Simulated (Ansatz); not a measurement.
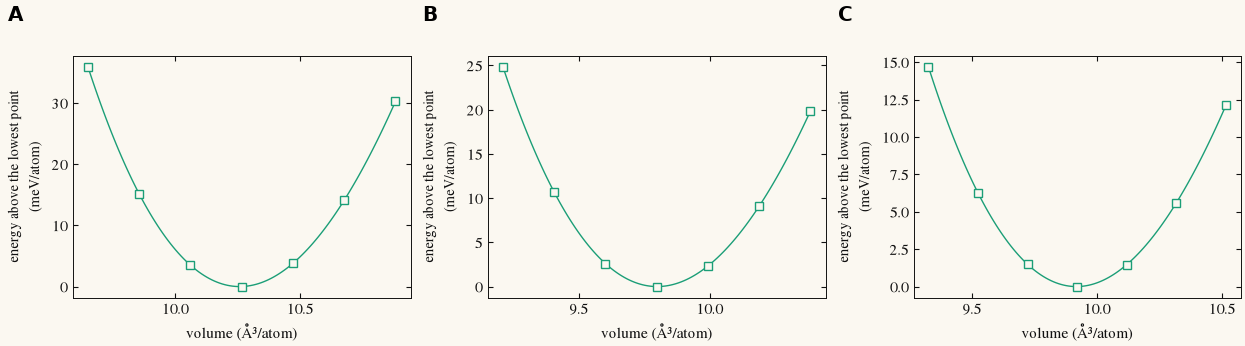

Each panel shows the energy above the lowest point against volume for one of these solids: Fe, Fm-3m (No. 225); Fe₂O, Fm-3m (No. 225); Mg₂O₅, Pn-3m (No. 224).

Computed with Ansatz 0.2.0 development build: equation of state of a cubic crystal from periodic Kohn-Sham density functional theory without spin, third-order Birch-Murnaghan fit to the free energies; pressure corrected for the finite basis. Level: PBE.

Match the panels to the solids.

Answer. A is Fe (energy above the lowest point from 0.0 meV/atom to 35.9 meV/atom, V0 10.26 Å³/atom, B0 285 GPa); B is Fe₂O (energy above the lowest point from 0.0 meV/atom to 24.9 meV/atom, V0 9.8 Å³/atom, B0 201 GPa); C is Mg₂O₅ (energy above the lowest point from 0.0 meV/atom to 14.7 meV/atom, V0 9.918 Å³/atom, B0 119 GPa).

For Fe, limits of the calculation: cubic model structure, not the ambient form; known magnet treated without spin, far from its ground state; modest k-mesh, values are not fully converged in k.

For Fe₂O, limits of the calculation: cubic model structure, not the ambient form; modest k-mesh, values are not fully converged in k; no spin polarisation, a magnetic state may lie lower.

For Mg₂O₅, limits of the calculation: cubic model structure, not the ambient form; no spin polarisation, a magnetic state may lie lower.
